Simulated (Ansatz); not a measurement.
## BN: a changed input and its effect

System: BN (Fm-3m, 2 atoms in the cell).
Method of run 1: DFT, PBE, plane waves, PAW, no spin polarisation (Ansatz 0.2.0).

The structure was built on a prototype by a generator. The geometry comes from this level: r2SCAN (a point of a series of strains). Text and figures count atoms from 1; the logs count them from 0 in places.

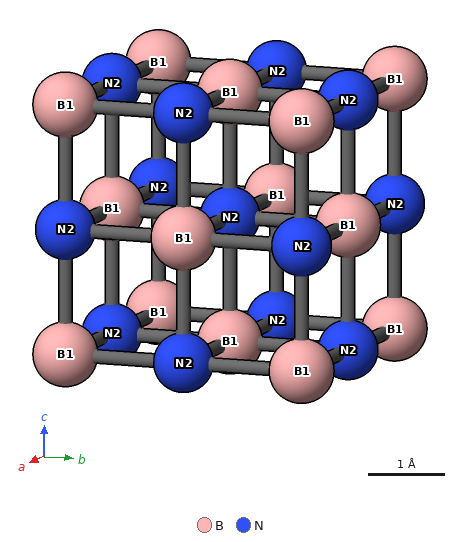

The structure (ball-and-stick view of the cell 4 times as large as that of the calculation, set on its symmetry axes, seen slightly off an axis; atoms are numbered from 1 in the order of the input). Near neighbours in the crystal (not all of them lie inside the picture): B has 6 N at 1.68 Å; N has 6 B at 1.68 Å.

### Input, run 1
```yaml
crystal:
  lattice:
    - [0.0, 1.6759929025, 1.6759929025]
    - [1.6759929025, 0.0, 1.6759929025]
    - [1.6759929025, 1.6759929025, 0.0]
  atoms:
    - { symbol: B, position: [0.0, 0.0, 0.0] }
    - { symbol: "N", position: [0.5, 0.5, 0.5] }
kpoints:
  mp_grid: { grid: [12, 12, 12] }
  band_path:
    path:
      - [0.0, 0.0, 0.0]
      - [0.5, 0.0, 0.5]
      - [0.625, 0.25, 0.625]
      - [0.375, 0.375, 0.75]
      - [0.5, 0.5, 0.5]
      - [0.5, 0.25, 0.75]
      - [0.0, 0.165365, -0.165365]
      - [0.0, 0.5, 0.5]
    npoints: 1
hamiltonian:
  xc: pbe
scf:
  occupations: { method: fermi_dirac, width: 0.02 }
  n_extra_bands: 4
output:
  forces: true
  stress: true
  eigenvalues: true
```

Command:
```bash
ansatz run input.yaml --threads 2 --pin off --max-ram 2211MiB --backend cpu --events-out ev --progress --plain --runs-dir out
```

Hardware: 2 threads of an x86-64 CPU, shared host.

### Output, shortened to warnings, some set-up lines, iterations and results (run 1)
```
Basis set: ecut = 420 eV, 169 PW (Γ), exchange–correlation on 32×32×32 points (8 copies of the dense FFT grid, shifted against one another)
Symmetry: 48 space group operations
k-points: 72 of 1728
Initial density: superposition of atomic densities (neutral atoms: chi_scale 0, normalization atom), corrected by the library's trained network
[...]
SCF iter   1: F=—  HF=-538.534054 eV  |F-HF|=—  |Δ(HF+E_count)|=         —  Δρ=1.93e-2  dr2=2.68e-2  ethr=1.77e-3  ⟨swp⟩=4.7  Hψ=3736  notcnv=0
SCF iter   2: F=—  HF=-538.527830 eV  |F-HF|=—  |Δ(HF+E_count)|=   6.22e-3  Δρ=4.72e-3  dr2=1.16e-3  ethr=3.35e-4  ⟨swp⟩=2.2  Hψ=1479  notcnv=0
SCF iter   3: F=—  HF=-538.527655 eV  |F-HF|=—  |Δ(HF+E_count)|=   1.74e-4  Δρ=1.52e-3  dr2=5.79e-5  ethr=1.45e-5  ⟨swp⟩=2.5  Hψ=1087  notcnv=0
SCF iter   4: F=—  HF=-538.527839 eV  |F-HF|=—  |Δ(HF+E_count)|=   1.83e-4  Δρ=1.11e-4  dr2=3.67e-7  ethr=7.24e-7  ⟨swp⟩=2.1  Hψ=857  notcnv=0
SCF iter   5: F=-538.527836 eV  HF=-538.527836 eV  |F-HF|=2.65e-9  |Δ(HF+E_count)|=   2.89e-6  Δρ=7.28e-6  dr2=1.16e-9  ethr=4.58e-9  ⟨swp⟩=2.2  Hψ=854  notcnv=0
SCF iter   6: F=-538.527836 eV  HF=-538.527836 eV  |F-HF|=5.04e-11  |Δ(HF+E_count)|=   2.88e-9  Δρ=8.73e-7  dr2=1.82e-11  ethr=1.45e-11  ⟨swp⟩=1.7  Hψ=1724  notcnv=0
SCF 1 converged in 6 iterations: F = -538.527836 eV  dr2 = 1.82e-11
NSCF: frozen V_eff on 8 k-points
SCF converged after 6 iterations
Free energy (F): -538.527836 eV
Harris-Foulkes:  -538.527836 eV  (|F-HF|=5.04e-11)
Internal energy: -538.527836 eV  (E = F + TS)
E sigma→0 (E₀):  -538.527836 eV
Fermi energy:    18.131923 eV
--- Per-component energies (eV) ---
  E_band       = 59.980955
  E_kinetic    = 191.620898
  E_local      = -113.224774  (includes V_loc(G=0)·N_el)
  E_nonlocal   = 56.701834
  E_hartree    = 33.022132
  E_xc         = -95.076744
  E_vxc        = -118.571990  (∫ρ·V_xc dr)
  E_paw        = -206.520915  (= ΣΔE_a)
  E_vpaw       = -22.589390  (= ΣTr[D̂ρ^β])
  E_aug_tail   = 0.000110  (compensation charges beyond the density's cutoff)
  E_ewald      = -405.050376
  E_smearing   = -0.000000  (= −TS)
  E_closure    = -0.000000  (closes the sum)
  Σ components = -538.527836   (vs F -538.527836, Δ=0.00e0)
--- Forces (eV/Å), atoms counted from 1 ---
  atom   1  B     -0.00000000     0.00000000    -0.00000000
  atom   2  N      0.00000000    -0.00000000    -0.00000000
  max |Σ_I F_I| component: 1.08e-29 eV/Å
--- Stress (GPa, compression-positive) ---
       64.948443      -0.000000       0.000000
        0.000000      64.948443      -0.000000
       -0.000000       0.000000      64.948443
  P = ⅓ Tr σ = 64.9484 GPa (649.484 kbar)
```

For run 2 the input was changed thus:
```diff
-  xc: pbe
+  xc: r2scan
-  occupations: { method: fermi_dirac, width: 0.02 }
+  occupations: { method: fixed }
```

What does this change do to the results?

The total energies belong to different methods, so their difference says nothing on which is more stable or more accurate. The gap on the mesh goes from 2.17 to 2.36 eV. The pressure goes from 64.95 to 61.47 GPa. The functional changes from PBE to r2SCAN. The number of SCF iterations is the same. The default cutoff goes from 420 to 500 eV with the change. The plane waves at Γ go from 169 to 259.

### Output, shortened to warnings, some set-up lines, iterations and results (run 2)
```
Basis set: ecut = 500 eV, 259 PW (Γ), exchange–correlation on 72×72×72 points (64 copies of the dense FFT grid, shifted against one another)
Symmetry: 48 space group operations
k-points: 72 of 1728
Initial density: superposition of atomic densities (neutral atoms: chi_scale 0, normalization atom), corrected by the library's trained network
[...]
SCF iter   1: F=—  HF=-539.899577 eV  |F-HF|=—  |Δ(HF+E_count)|=         —  Δρ=3.18e-2  dr2=7.88e-2  dr2_τ=3.69e-1  ethr=1.77e-3  ⟨swp⟩=4.0  Hψ=3321  notcnv=0  defer=125
SCF iter   2: F=—  HF=-540.037134 eV  |F-HF|=—  |Δ(HF+E_count)|=   1.38e-1  Δρ=8.95e-3  dr2=2.29e-3  dr2_τ=2.26e-3  ethr=9.85e-4  ⟨swp⟩=2.5  Hψ=1578  notcnv=0  defer=134
SCF iter   3: F=—  HF=-540.038419 eV  |F-HF|=—  |Δ(HF+E_count)|=   1.28e-3  Δρ=4.10e-3  dr2=5.80e-4  dr2_τ=5.25e-5  ethr=2.86e-5  ⟨swp⟩=2.2  Hψ=754  notcnv=0  defer=141
SCF iter   4: F=—  HF=-540.038556 eV  |F-HF|=—  |Δ(HF+E_count)|=   1.37e-4  Δρ=5.46e-4  dr2=2.25e-5  dr2_τ=1.68e-6  ethr=7.25e-6  ⟨swp⟩=3.0  Hψ=977  notcnv=0  defer=141
SCF iter   5: F=—  HF=-540.038551 eV  |F-HF|=—  |Δ(HF+E_count)|=   4.85e-6  Δρ=3.76e-5  dr2=3.52e-8  dr2_τ=1.34e-8  ethr=2.81e-7  ⟨swp⟩=2.4  Hψ=817  notcnv=0
SCF iter   6: F=-540.038551 eV  HF=-540.038551 eV  |F-HF|=4.38e-10  |Δ(HF+E_count)|=   9.86e-8  Δρ=6.77e-6  dr2=1.40e-9  dr2_τ=9.50e-11  ethr=4.40e-10  ⟨swp⟩=4.1  Hψ=3055  …
SCF 1 converged in 6 iterations: F = -540.038551 eV  dr2 = 1.40e-9
NSCF: frozen V_eff on 8 k-points
SCF converged after 6 iterations
Free energy (F): -540.038551 eV
Harris-Foulkes:  -540.038551 eV  (|F-HF|=4.38e-10)
Internal energy: -540.038551 eV  (E = F + TS)
E sigma→0 (E₀):  -540.038551 eV
Fermi energy:    16.941500 eV
--- Per-component energies (eV) ---
  E_band       = 55.757771
  E_kinetic    = 191.995869
  E_local      = -113.343394  (includes V_loc(G=0)·N_el)
  E_nonlocal   = 55.929554
  E_hartree    = 33.747168
  E_xc         = -93.732072
  E_vxc        = -130.301390  (∫ρ·V_xc dr)
  E_paw        = -209.537311  (= ΣΔE_a)
  E_vpaw       = -23.312662  (= ΣTr[D̂ρ^β])
  E_aug_tail   = 0.000016  (compensation charges beyond the density's cutoff)
  E_vtau       = 7.295740  (kinetic-family band-sum trace: ∫τ·v_τ [+ j·A + Jᵃ·Aᵃ] dr)
  E_ewald      = -405.050376
  E_core_change = -0.048007  (= ΣΔE_core)
  E_smearing   = -0.000000  (= −TS)
  E_closure    = -0.000000  (closes the sum)
  Σ components = -540.038551   (vs F -540.038551, Δ=0.00e0)
--- Forces (eV/Å), atoms counted from 1 ---
  atom   1  B     -0.00000000     0.00000000     0.00000000
  atom   2  N      0.00000000    -0.00000000     0.00000000
  max |Σ_I F_I| component: 9.30e-30 eV/Å
--- Stress (GPa, compression-positive) ---
       61.469049       0.000000       0.000000
       -0.000000      61.469049       0.000000
        0.000000       0.000000      61.469049
  P = ⅓ Tr σ = 61.4690 GPa (614.690 kbar)
```

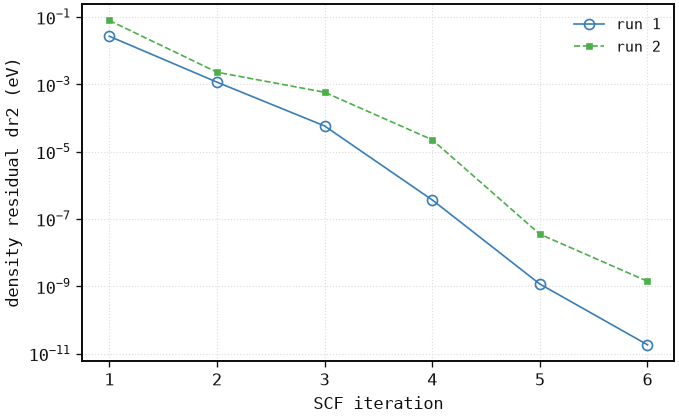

Convergence of the two runs: density residual dr2 against the SCF iteration. Run 1 takes 6 iterations in all, and run 2 takes 6.

### The two runs side by side

| quantity | run 1 | run 2 |
| --- | --- | --- |
| outcome | converged | converged |
| free energy per atom (eV) | −269.2639 | −270.0193 |
| gap on the mesh (eV) | 2.17 | 2.36 |
| pressure (GPa) | 64.95 | 61.47 |
| largest force (eV/Å) | 0.000 | 0.000 |
| SCF iterations | 6 | 6 |
| irreducible k-points | 72 | 72 |
| plane waves at Γ | 169 | 259 |
| wall time (shared host) | 2 s | 3.3 s |

For run 1: The cell is under a pressure of 65 GPa at this level, so it is not at its equilibrium volume. For run 2: The cell is under a pressure of 61 GPa at this level, so it is not at its equilibrium volume.
